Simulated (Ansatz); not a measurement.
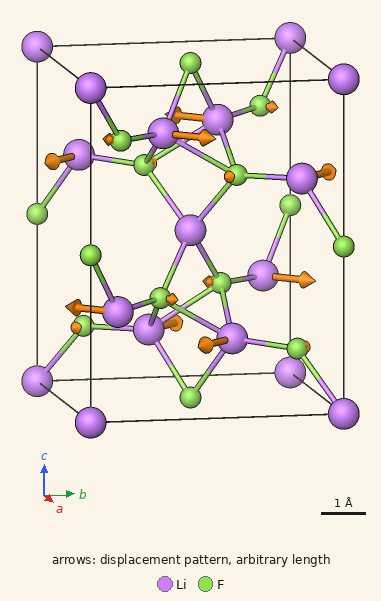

One vibrational mode of solid LiF (a generated structure) at the zone centre. The orange arrows give the relative displacements of the atoms. A ball-and-stick model of the conventional cell (2 times the calculation's cell), seen slightly off an axis. Lengths and directions refer to the drawn axes.

Computed with DFT PBE, scalar-relativistic, plane waves, PAW (Ansatz 0.2.0).

Input file:
```yaml
crystal:
  lattice:
    - [-2.9724543562, 2.9724543562, 3.8962732505]
    - [2.9724543562, -2.9724543562, 3.8962732505]
    - [2.9724543562, 2.9724543562, -3.8962732505]
  atoms:
    - { symbol: Li, position: [0.1737965297, 0.446395916, 0.0] }
    - { symbol: Li, position: [0.553604084, 0.553604084, 0.7274006137] }
    - { symbol: Li, position: [0.0, 0.0, 0.0] }
    - { symbol: Li, position: [0.8262034703, 0.8262034703, 0.2725993863] }
    - { symbol: Li, position: [0.446395916, 0.1737965297, 0.0] }
    - { symbol: F, position: [0.3311215311, 0.3311215311, 0.3019070249] }
    - { symbol: F, position: [0.9707854938, 0.6688784689, 0.0] }
    - { symbol: F, position: [0.6688784689, 0.9707854938, 0.0] }
    - { symbol: F, position: [0.0292145062, 0.0292145062, 0.6980929751] }
    - { symbol: F, position: [0.5, 0.5, 0.0] }
basis:
  ecutwfc: 420
kpoints:
  mp_grid: { grid: [6, 6, 6] }
hamiltonian:
  xc: pbe
scf:
  occupations: { method: fixed }
output:
  eigenvalues: true
phonons:
  method: dfpt
  dielectric: true
  rigid_motions: translations
  eigenvectors: true
  qmesh: [2, 2, 2]
  temperatures: { t_max: 1000, t_step: 100 }
  qpath:
    path:
      - [[0.0, 0.0, 0.0], [0.0, 0.0, 0.5], [0.25, 0.25, 0.25], [0.0, 0.5, 0.0], [0.0, 0.0, 0.0], [0.5, 0.5, -0.5], [0.39550288, 0.60449712, -0.39550288]]
      - [[-0.39550288, 0.39550288, 0.39550288], [0.0, 0.0, 0.0]]
      - [[0.0, 0.0, 0.5], [-0.29100576, 0.29100576, 0.5]]
      - [[0.5, 0.5, -0.29100576], [0.5, 0.5, -0.5]]
    npoints: 8
```

Launched with:
```bash
ansatz run input.yaml --threads 4 --pin off --max-ram 8192MiB --backend cpu --events-out ev --progress --plain --runs-dir out
```

Frequencies are those without the non-analytic (LO–TO) term.

> What mode is this, and where does it lie in the spectrum?

This is the B₁ mode at 200 cm⁻¹, optical level 4 of 20, counted from below, Raman-active by symmetry. The Li (2a) and F (2b) atoms stay at rest; atoms of one kind move against one another, with no net shift of any sublattice; the kinetic energy is shared as Li 84 %, F 16 %.
